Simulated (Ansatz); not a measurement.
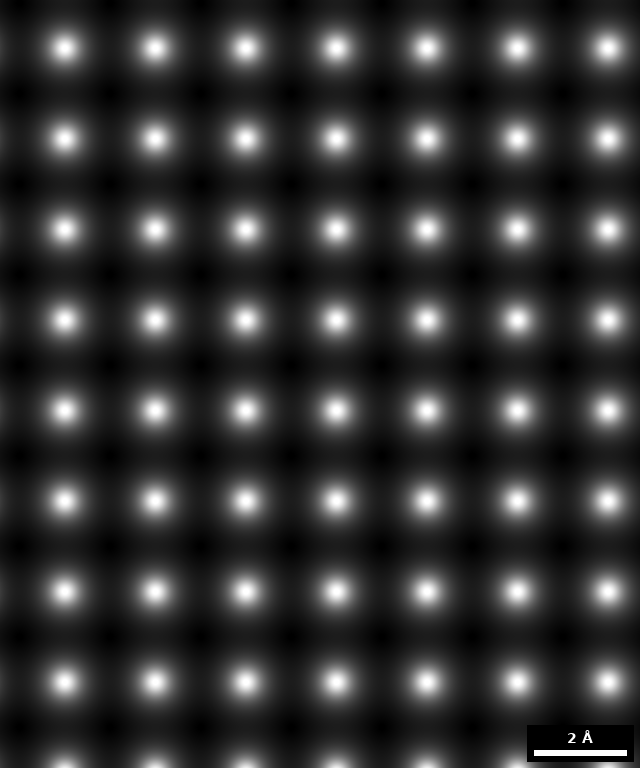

Projected-potential map of a crystal. Computed as the sum of neutral-atom potentials (tabulated electron scattering factors, B = 0.3 Å²) projected along the beam and smoothed by 0.25 Å; brighter is more positive. The display is stretched by a gamma of 0.6; percentages refer to the linear signal.

**Give the net of the columns and its spacings.**

The pattern repeats on a square net with a repeat of 2.0 Å.

**What is the plane group of the image?**

p4mm: fourfold points with mirror lines through them along the axes and the diagonals.

**How many columns does the smallest repeating cell hold, and how many levels of brightness?**

1 column in the primitive cell of 3.9 Å², all of one brightness.

The crystal is Ni (Im-3m, No. 229) seen along [001]. Atomic positions: the geometry given to an electronic-structure calculation, possibly off equilibrium; the starting structure was generated, so it need not be a known form of this composition.
